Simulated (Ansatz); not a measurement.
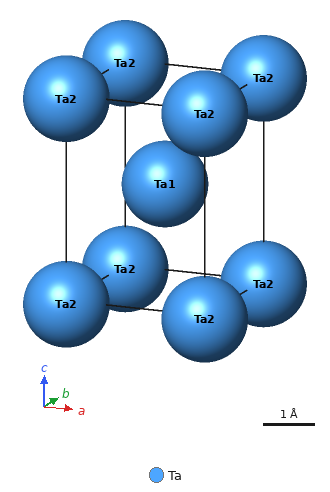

Fig. 1: The structure (spheres-only view of the cell of the calculation, seen slightly off an axis; atoms are numbered from 1 in the order of the input). An atom can appear more than once, as a periodic image.

**Two runs on Ta**

System: Ta (2 atoms in the cell).
Method of run 1: DFT PBEsol, scalar-relativistic, plane waves, PAW, no spin polarisation (Ansatz 0.2.0).

The structure derives from an entry of the Crystallography Open Database. Text and figures count atoms from 1; the logs count them from 0 in places.

Input file, run 1:
```yaml
crystal:
  lattice:
    - [0.0, -2.11, -2.11]
    - [0.0, 2.11, -2.11]
    - [4.22, 0.0, 0.0]
  atoms:
    - { symbol: Ta, position: [0.5, 0.5, 0.5177725118] }
    - { symbol: Ta, position: [0.0, 0.0, -0.0177725118] }
basis:
  ecutwfc: 420
kpoints:
  mp_grid: { grid: [16, 16, 12] }
hamiltonian:
  xc: pbesol
scf:
  occupations: { method: gaussian, width: 0.15 }
output:
  forces: true
  stress: true
  eigenvalues: true
  write_density: true
  write_potential: true
  elf: true
  volumetric_format: npy
```

Command:
```bash
ansatz run input.yaml --threads 2 --pin off --max-ram 5120MiB --backend cpu --events-out ev --progress --plain --runs-dir out
```

Hardware: 2 threads of Intel Xeon @ 2.50GHz (Skylake/Cascade Lake), 192 GiB of memory available, shared host.

Output, shortened to warnings, some set-up lines, iterations and results (run 1):
```
Basis set: ecut = 420 eV, 699 PW (Γ), exchange–correlation on 40×40×60 points (8 copies of the dense FFT grid, shifted against one another)
Symmetry: 16 space group operations
k-points: 315 of 3072
Initial density: superposition of atomic densities (neutral atoms: chi_scale 0, normalization atom), corrected by the library's trained network
[...]
SCF iter   1: F=—  HF=-19612.379724 eV  |F-HF|=—  |Δ(HF+E_count)|=         —  Δρ=4.48e-3  dr2=9.71e-3  ethr=1.77e-3  ⟨swp⟩=5.0  Hψ=23708  notcnv=0
SCF iter   2: F=—  HF=-19612.378266 eV  |F-HF|=—  |Δ(HF+E_count)|=   1.46e-3  Δρ=2.69e-3  dr2=3.73e-3  ethr=3.73e-5  ⟨swp⟩=1.4  Hψ=8365  notcnv=0
SCF iter   3: F=—  HF=-19612.377520 eV  |F-HF|=—  |Δ(HF+E_count)|=   7.46e-4  Δρ=4.06e-4  dr2=4.79e-5  ethr=1.43e-5  ⟨swp⟩=2.0  Hψ=6893  notcnv=0
SCF iter   4: F=—  HF=-19612.377495 eV  |F-HF|=—  |Δ(HF+E_count)|=   2.50e-5  Δρ=1.39e-4  dr2=5.42e-6  ethr=1.84e-7  ⟨swp⟩=2.0  Hψ=8534  notcnv=0
SCF iter   5: F=—  HF=-19612.377494 eV  |F-HF|=—  |Δ(HF+E_count)|=   9.07e-7  Δρ=4.29e-5  dr2=1.61e-6  ethr=2.08e-8  ⟨swp⟩=2.1  Hψ=8807  notcnv=0
SCF iter   6: F=-19612.377494 eV  HF=-19612.377494 eV  |F-HF|=5.94e-8  |Δ(HF+E_count)|=   3.85e-7  Δρ=1.00e-5  dr2=7.67e-8  ethr=3.85e-10  ⟨swp⟩=6.7  Hψ=34172  notcnv=0
SCF 1 converged in 6 iterations: F = -19612.377494 eV  dr2 = 7.67e-8
SCF converged after 6 iterations
Free energy (F): -19612.377494 eV
Harris-Foulkes:  -19612.377494 eV  (|F-HF|=5.94e-8)
Internal energy: -19612.351605 eV  (E = F + TS)
E sigma→0 (E₀):  -19612.364550 eV
Entropy (-TS):   -0.025889 eV (-12.944 meV/atom)
Fermi energy:    17.956671 eV
--- Per-component energies (eV) ---
  E_band       = -234.082983
  E_kinetic    = 729.726557
  E_local      = -1160.605028  (includes V_loc(G=0)·N_el)
  E_nonlocal   = 33.979097
  E_hartree    = 399.214941
  E_xc         = -432.873965
  E_vxc        = -406.174594  (∫ρ·V_xc dr)
  E_paw        = -16544.468567  (= ΣΔE_a)
  E_vpaw       = -229.436611  (= ΣTr[D̂ρ^β])
  E_aug_tail   = 0.000288  (compensation charges beyond the density's cutoff)
  E_ewald      = -2637.752221
  E_core_change = 0.427293  (= ΣΔE_core)
  E_smearing   = -0.025889  (= −TS)
  E_closure    = -0.000000  (closes the sum)
  Σ components = -19612.377494   (vs F -19612.377494, Δ=0.00e0)
--- Forces (eV/Å), atoms counted from 1 ---
  atom   1  Ta    -1.18330313     0.00000000     0.00000000
  atom   2  Ta     1.18330313    -0.00000000     0.00000000
  max |Σ_I F_I| component: 2.22e-16 eV/Å
--- Stress (GPa, compression-positive) ---
       -3.260664      -0.000000       0.000000
       -0.000000      -5.226135       0.000000
        0.000000       0.000000      -5.226135
  P = ⅓ Tr σ = -4.5710 GPa (-45.710 kbar)
```

The input of run 2 differs as follows (lines with − go, lines with + come):
```diff
-    - { symbol: Ta, position: [0.5, 0.5, 0.5177725118] }
-    - { symbol: Ta, position: [0.0, 0.0, -0.0177725118] }
+    - { symbol: Ta, position: [0.5, 0.5, 0.5266587678] }
+    - { symbol: Ta, position: [0.0, 0.0, -0.0266587678] }
```

What does this change do to the results?

With the same functional and potentials, run 2 lies 59.4 meV per atom higher. The pressure goes from −4.57 to −2.67 GPa. The largest force goes from 1.183 to 2.002 eV/Å. The number of SCF iterations is the same.

Output, shortened to warnings, some set-up lines, iterations and results (run 2):
```
Basis set: ecut = 420 eV, 699 PW (Γ), exchange–correlation on 40×40×60 points (8 copies of the dense FFT grid, shifted against one another)
Symmetry: 16 space group operations
k-points: 315 of 3072
Initial density: superposition of atomic densities (neutral atoms: chi_scale 0, normalization atom), corrected by the library's trained network
[...]
SCF iter   1: F=—  HF=-19612.264032 eV  |F-HF|=—  |Δ(HF+E_count)|=         —  Δρ=6.00e-3  dr2=2.15e-2  ethr=1.77e-3  ⟨swp⟩=5.0  Hψ=23698  notcnv=0
SCF iter   2: F=—  HF=-19612.260617 eV  |F-HF|=—  |Δ(HF+E_count)|=   3.41e-3  Δρ=3.59e-3  dr2=8.22e-3  ethr=8.27e-5  ⟨swp⟩=1.1  Hψ=7960  notcnv=0
SCF iter   3: F=—  HF=-19612.258668 eV  |F-HF|=—  |Δ(HF+E_count)|=   1.95e-3  Δρ=4.04e-4  dr2=4.56e-5  ethr=3.16e-5  ⟨swp⟩=2.0  Hψ=6904  notcnv=0
SCF iter   4: F=—  HF=-19612.258657 eV  |F-HF|=—  |Δ(HF+E_count)|=   1.12e-5  Δρ=1.26e-4  dr2=4.79e-6  ethr=1.75e-7  ⟨swp⟩=2.0  Hψ=8831  notcnv=0
SCF iter   5: F=—  HF=-19612.258656 eV  |F-HF|=—  |Δ(HF+E_count)|=   6.30e-7  Δρ=3.13e-5  dr2=9.73e-7  ethr=1.84e-8  ⟨swp⟩=2.1  Hψ=8381  notcnv=0
SCF iter   6: F=-19612.258656 eV  HF=-19612.258656 eV  |F-HF|=2.73e-8  |Δ(HF+E_count)|=   2.49e-7  Δρ=7.73e-6  dr2=3.61e-8  ethr=3.85e-10  ⟨swp⟩=6.5  Hψ=33865  notcnv=0
SCF 1 converged in 6 iterations: F = -19612.258656 eV  dr2 = 3.61e-8
SCF converged after 6 iterations
Free energy (F): -19612.258656 eV
Harris-Foulkes:  -19612.258656 eV  (|F-HF|=2.73e-8)
Internal energy: -19612.232176 eV  (E = F + TS)
E sigma→0 (E₀):  -19612.245416 eV
Entropy (-TS):   -0.026480 eV (-13.240 meV/atom)
Fermi energy:    17.969279 eV
--- Per-component energies (eV) ---
  E_band       = -234.186116
  E_kinetic    = 730.367995
  E_local      = -1176.421676  (includes V_loc(G=0)·N_el)
  E_nonlocal   = 34.354879
  E_hartree    = 406.747000
  E_xc         = -433.029813
  E_vxc        = -406.378896  (∫ρ·V_xc dr)
  E_paw        = -16544.617521  (= ΣΔE_a)
  E_vpaw       = -229.600994  (= ΣTr[D̂ρ^β])
  E_aug_tail   = 0.000281  (compensation charges beyond the density's cutoff)
  E_ewald      = -2630.060612
  E_core_change = 0.427293  (= ΣΔE_core)
  E_smearing   = -0.026480  (= −TS)
  E_closure    = 0.000000  (closes the sum)
  Σ components = -19612.258656   (vs F -19612.258656, Δ=0.00e0)
--- Forces (eV/Å), atoms counted from 1 ---
  atom   1  Ta    -2.00193697     0.00000000     0.00000000
  atom   2  Ta     2.00193697    -0.00000000     0.00000000
  max |Σ_I F_I| component: 8.67e-19 eV/Å
--- Stress (GPa, compression-positive) ---
       -1.232793      -0.000000       0.000000
       -0.000000      -3.383501      -0.000000
        0.000000      -0.000000      -3.383501
  P = ⅓ Tr σ = -2.6666 GPa (-26.666 kbar)
```

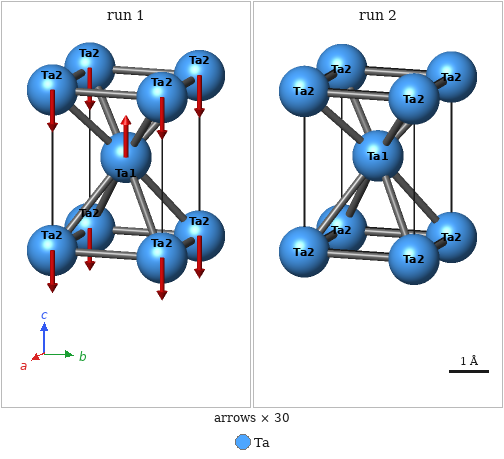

Fig. 2: The two input geometries at one scale (ball-and-stick view of the cell of the calculation, seen slightly off an axis). The red arrows on the first give the shifts of the atoms relative to the cell, with their mean removed, magnified 30 times. The largest moves, 0.038 Å, are those of Ta1 and Ta2. (The mean shift of all atoms is removed.) The lattice vectors keep their values. Among the contacts that change: Ta1–Ta2 3.092 → 3.147 Å.

The two runs side by side:

```tsv
quantity	run 1	run 2
outcome	converged	converged
free energy per atom (eV)	−9806.1887	−9806.1293
energy per atom, smearing taken to zero (eV)	−9806.1823	−9806.1227
gap on the mesh (eV)	0.00	0.00
pressure (GPa)	−4.57	−2.67
largest force (eV/Å)	1.183	2.002
SCF iterations	6	6
irreducible k-points	315	315
plane waves at Γ	699	699
wall time (shared host)	9.1 s	8.3 s
```

For both runs: Spin–orbit coupling is left out, which matters for Ta.
